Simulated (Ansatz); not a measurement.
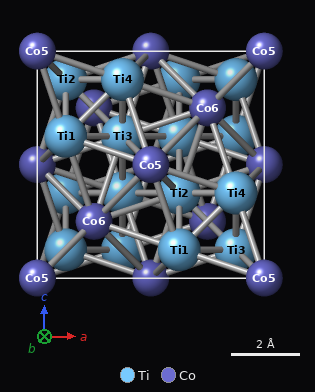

Starting structure of solid Ti₂Co (set up in Fd-3m) (coarse preliminary run). The picture is a ball-and-stick view of the conventional cell (4 times the calculation's cell), seen along the b axis. Lengths and directions refer to the drawn axes.

Method: DFT r2SCAN, scalar-relativistic, plane waves, PAW in Ansatz 0.2.0.

Input
```yaml
crystal:
  lattice:
    - [0.0, 3.365, 3.365]
    - [3.365, 0.0, 3.365]
    - [3.365, 3.365, 0.0]
  atoms:
    - { symbol: Ti, position: [0.625, 0.625, 0.625], spin: 0.27 }
    - { symbol: Ti, position: [0.125, 0.625, 0.625], spin: 0.27 }
    - { symbol: Ti, position: [0.625, 0.625, 0.125], spin: 0.27 }
    - { symbol: Ti, position: [0.625, 0.125, 0.625], spin: 0.27 }
    - { symbol: Co, position: [0.0, 0.0, 0.0], spin: 1.55 }
    - { symbol: Co, position: [0.25, 0.25, 0.25], spin: 1.55 }
basis:
  ecutwfc: 500
kpoints:
  mp_grid: { grid: [6, 6, 6] }
hamiltonian:
  xc: r2scan
scf:
  occupations: { method: gaussian, width: 0.1 }
output:
  forces: true
  stress: true
  eigenvalues: true
  populations: true
magnetization:
  spin_polarized: true
relax:
  adjacent_minimum: "off"
  f_tol: 0.05
  max_steps: 80
  cell: { stress_tol: 0.5 }
```

Launched with:
```bash
ansatz run input.yaml --threads 2 --pin off --max-ram 5120MiB --backend cpu --events-out ev --progress --plain --runs-dir out
```

What does the optimiser find from here?

Answer. After 3 accepted moves (4 points after the start) the energy has fallen by 0.968 eV per cell of the calculation. All forces vanish by symmetry, so only the cell relaxes. The pressure goes from 24.61 to 0.17 GPa. At 1 point the geometry stayed and the basis and grid were re-selected for the new cell (energy shift of 13.9 meV per cell of the calculation at most each time). No atom moves by more than 0.005 Å relative to the cell. The drawn cell changes as follows: a = b = c 6.730 → 7.125 Å (+5.9 %); the volume changes by +18.6 %. Some distances before and after: Co5–Co6 2.914 → 3.085 Å, Ti1–Co5 2.790 → 2.954 Å, Ti1–Ti2 2.379 → 2.519 Å. The space group stays Fd-3m (No. 227). Cost: 2.6 min on 2 threads of Intel(R) Xeon(R) Processor @ 2.50GHz (Skylake/Cascade Lake), with other jobs on the host, peak memory 0.85 GiB.

The end point in the same view:

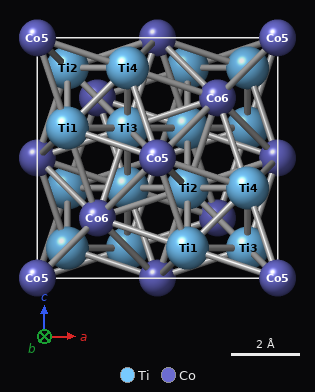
